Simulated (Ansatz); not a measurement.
Run report: Cu, single-point calculation

The run: single-point calculation of Cu (8 atoms in the cell). Method and program: DFT PBEsol, scalar-relativistic, plane waves, PAW (Ansatz 0.2.0).

The structure derives from a Materials Project entry. The run did not end well. It belongs to a series of runs on one base structure; here: the relaxed cell repeated 4 times.

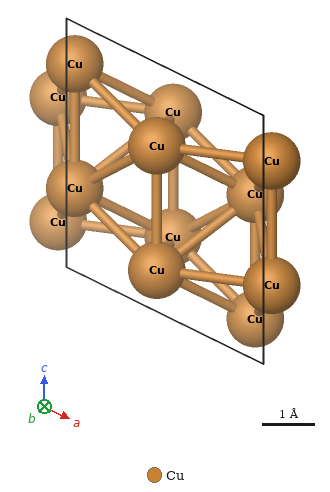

The input geometry (ball-and-stick view of the cell of the calculation, along the b axis). An atom can appear more than once, as a periodic image.

**Input file**
```yaml
crystal:
  lattice:
    - [1.2602955127, -2.1828958605, -4.1165232668]
    - [1.2602955127, -2.1828958605, 4.1165232668]
    - [-5.0411820507, 0.0, 0.0]
  atoms:
    - { symbol: Cu, position: [0.0416666667, 0.2916666667, 0.3333333333] }
    - { symbol: Cu, position: [0.5416666667, 0.7916666667, 0.3333333333] }
    - { symbol: Cu, position: [0.0416666667, 0.2916666667, 0.8333333333] }
    - { symbol: Cu, position: [0.5416666667, 0.7916666667, 0.8333333333] }
    - { symbol: Cu, position: [0.9583333333, 0.7083333333, 0.1666666667] }
    - { symbol: Cu, position: [0.4583333333, 0.2083333333, 0.1666666667] }
    - { symbol: Cu, position: [0.9583333333, 0.7083333333, 0.6666666667] }
    - { symbol: Cu, position: [0.4583333333, 0.2083333333, 0.6666666667] }
basis:
  ecutwfc: 420
kpoints:
  mp_grid: { grid: [16, 16, 16] }
hamiltonian:
  xc: pbesol
scf:
  occupations: { method: gaussian, width: 0.15 }
output:
  forces: true
  stress: true
  eigenvalues: true
  write_density: true
  write_potential: true
  elf: true
  volumetric_format: npy
```

Launch command:
```bash
ansatz run input.yaml --threads 1 --pin off --max-ram 2560MiB --backend cpu --events-out ev --progress --plain --runs-dir out
```

**Output**
```
Engine: ansatz 0.2.0, aarch64-unknown-linux-gnu
Pseudopotentials: kind: paw
Pseudopotential: Cu, paw, valence charge 19, recommended cutoff 420 eV (normal), Cu.paw.azcp
Functional definition: PBEsol
  exchange = pbesol_x
  correlation = pbesol_c
Crystal: 8 atoms, lattice volume = 90.600 Å³
Basis set: ecut = 420 eV, 1787 PW (Γ), exchange–correlation on 72×72×72 points (8 copies of the dense FFT grid, shifted against one another)
Bands: 92, of which v1, the nominal top of the filled ones, is band 76 counted from 1 (75 counted from 0)
Symmetry: 32 space group operations
Space group: P63/mmc (ITA 194), of the structure as read, at distance tolerance 4.5e-5 Å
k-points: 621 of 4096
Non-local potential: Cu, projectors of the file, l = 0: 3, l = 1: 2, l = 2: 3, l = 3: 1
PAW form: soft (Blöchl's): semilocal exchange-correlation on the pseudo side does not see the compensation charge
PAW frozen core: Cu, regenerated for the run's functional, and the local potential with it (the file was generated under x = pbe(κ = 0.804, μ = 0.2195149727645171), c = pbe(β = 0.06672455060314922))
PAW one-centre angular grid: Cu, 590 points (default); XC on 64 Gauss nodes
Initial density: superposition of atomic densities (neutral atoms: chi_scale 0, normalization atom), corrected by the library's trained network
Initial wavefunctions: pseudopotential atomic-orbital guess
Functional: x = pbesol(κ = 0.804, μ = 0.12345679012345678), c = pbesol(β = 0.046)
SCF iter   1: F=—  HF=-52710.180468 eV  |F-HF|=—  |Δ(HF+E_count)|=         —  Δρ=2.20e-2  dr2=2.25e-1  ethr=1.77e-3  ⟨swp⟩=4.9  Hψ=184142  notcnv=0  defer=1757
preconditioner: auto → Kerker (q_TF=auto, 2.974 Å⁻¹)  [metal: Δε(μ)=0.009 eV  Ē_g=10.614 eV  σ=0.150 eV  W_gap=0.03  n_scr=44 (ndim 8)  ℏωp=36.6 eV  f_vac=0.000  D(μ)=2.47/eV (n_scr^D=16)]
the mixing steps aren't corrected for partly filled atomic shells, since the memory limit or a GPU had no room for it. The iterations and, of several solutions, the one reached can differ
SCF iter   2: F=—  HF=-52710.156247 eV  |F-HF|=—  |Δ(HF+E_count)|=   2.42e-2  Δρ=1.07e-2  dr2=4.79e-2  ethr=1.48e-4  ⟨swp⟩=2.3  Hψ=104034  notcnv=0  defer=5547
SCF iter   3: F=—  HF=-52710.129414 eV  |F-HF|=—  |Δ(HF+E_count)|=   2.68e-2  Δρ=2.60e-3  dr2=3.71e-3  ethr=3.15e-5  ⟨swp⟩=2.3  Hψ=94616  notcnv=0  defer=5547
Error: SIGTERM received: cancelled by the caller after 3 completed SCF iterations
```

**What the run reported**

```csv
quantity,value
outcome,stopped at the time limit
space group (tolerance 0.01 Å),P6₃/mmc (194)
hardware,"1 thread of Arm Neoverse V1, 24 GiB of memory available, shared host"
wall time,2.4 min
peak memory,2.4 GiB
```

**Diagnosis**

The run was cut off by its time limit, so the output is incomplete.
